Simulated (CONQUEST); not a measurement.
**C: 7 runs along one coordinate**

System: C (P6₃/mmc, 8 atoms in the cell).
Method: Kohn-Sham DFT of a periodic cell, PBE, PseudoDojo NC PBE, no spin polarisation (CONQUEST 1.3).

The 7 runs differ only in the geometry, by an even scaling of the cell at fixed fractional positions. The structure derives from an entry of the Crystallography Open Database.

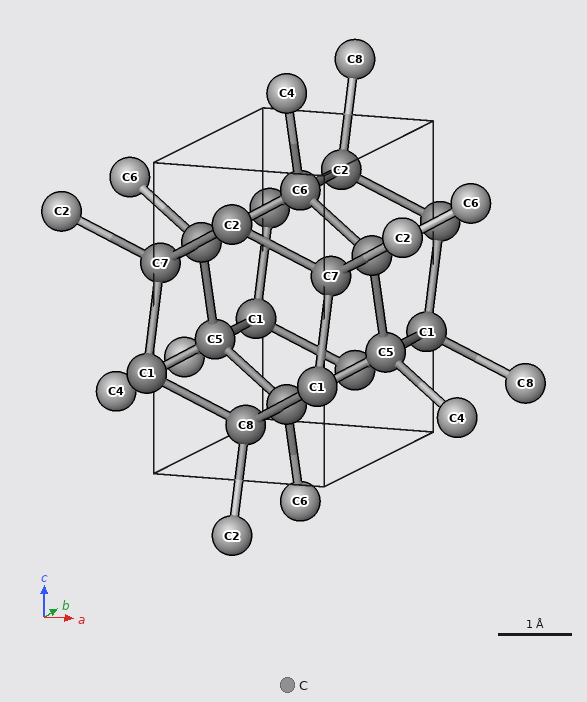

Figure 1. The structure of run 4 (ball-and-stick view of the cell of the calculation, seen slightly off an axis; neighbours outside the cell are drawn fainter; atoms are numbered from 1 in the order of the input).

**Input of run 4**
```
IO.Title C
IO.Coordinates coords.dat
IO.FractionalAtomicCoords T
IO.Iprint 2
IO.Iprint_init 1
General.NumberOfSpecies 1
General.PseudopotentialType hamann
AtomMove.TypeOfRun static
AtomMove.FullStress T
Grid.PointsAlongX 24
Grid.PointsAlongY 40
Grid.PointsAlongZ 48
DM.SolutionMethod diagon
Diag.MPMesh T
Diag.GammaCentred T
Diag.MPMeshX 10
Diag.MPMeshY 7
Diag.MPMeshZ 6
Diag.kT 0.00183747
minE.SCTolerance 1e-6
SC.MaxIters 100
IO.AtomChargeOutput T
%block ChemicalSpeciesLabel
1 12.010 C
%endblock
```

Command:
```bash
OMP_NUM_THREADS=1 Conquest
```

Lattice vectors (Å) and fractional positions of run 4:
```
   2.522100    0.000000    0.000000
   0.000000    4.118600    0.000000
   0.000000    0.000000    4.368405
C   0.000000  0.937500  0.333333
C   0.500000  0.937500  0.833333
C   0.000000  0.437500  0.666667
C   0.500000  0.437500  0.166667
C   0.000000  0.562500  0.333333
C   0.500000  0.562500  0.833333
C   0.000000  0.062500  0.666667
C   0.500000  0.062500  0.166667
```

Run 3 has the same physical settings and fractional positions; its lattice vectors (Å) are:
```
   2.505173    0.000000    0.000000
   0.000000    4.090958    0.000000
   0.000000    0.000000    4.339086
```

**Results, with one run withheld**

```tsv
run	volume per atom (Å³)	free energy per atom, from the lowest run given (meV)	pressure (GPa)	gap on the mesh (eV)
1	5.332	72.87	47.33	4.81
2	5.445	43.49	35.93	4.79
3	5.559	?	?	?
4	5.672	8.41	14.71	4.73
5	5.786	1.24	5.63	4.70
6	5.899	0.00	−2.13	4.67
7	6.012	4.22	−9.81	4.65
```

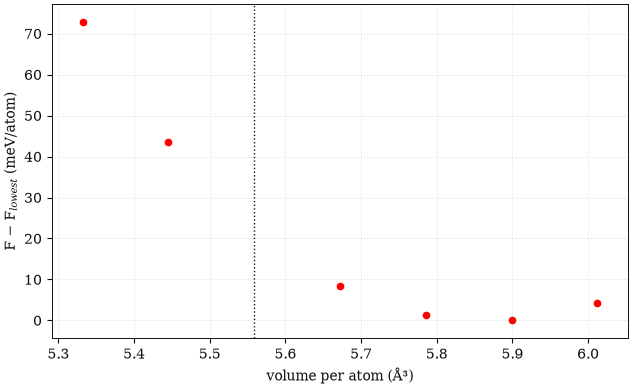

Figure 2. Free energy per atom of the runs given; the dotted line marks run 3.

Fit the runs given and predict run 3.

A cubic polynomial in V^(−2/3) (the Birch–Murnaghan form), fitted to the 6 runs given, misses them by at most 0.04 meV per atom. With x = V^(−2/3) − 0.31403 Å⁻², it reads F = 7.4702 + 2337.8 x + 1.7912e+05 x² + 1.3675e+05 x³ (meV per atom). At run 3 it gives 22.17 meV per atom, and the run itself gives 22.15. The slope of the fit gives a pressure −dF/dV of 24.54 GPa there, and the run prints 24.61 GPa. The two needn't agree exactly: the fit is approximate, and the printed stress is taken on a finite basis. The fit has its minimum at 5.866 Å³ per atom, where V d²F/dV² gives 405 GPa. Cell shape and fractional positions are held, so this is the stiffness under even scaling; the relaxed bulk modulus wasn't computed. The gap on the mesh goes, without turning, from 4.81 eV in run 1 to 4.65 eV in run 7; run 3 has 4.76 eV. These are gaps of this functional on this mesh, which can miss the band edges; they aren't the measured gap.

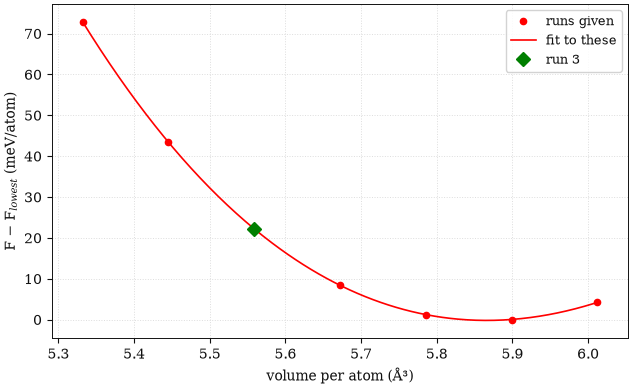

Figure 3. The fit and the withheld run.

**Some lines of the output (run 3)**
```
[...]
      Using Fermi-Dirac smearing
          DFT Total Energy                 :       -48.015287561388362 Ha
          DFT Total Energy                 :       -48.029687261438596 Ha
          DFT Total Energy                 :       -48.031826431662310 Ha
          DFT Total Energy                 :       -48.031827668541425 Ha
          DFT Total Energy                 :       -48.031828051323103 Ha
          DFT Total Energy                 :       -48.031828060681121 Ha
      |* DFT total energy        =       -48.031828060681121 Ha
    force: Average pressure:     24.60815799 GPa
```

Notes: Points of doubt noted for this run: small atomic basis. With a small basis of atomic orbitals these values can differ much from converged plane-wave results.
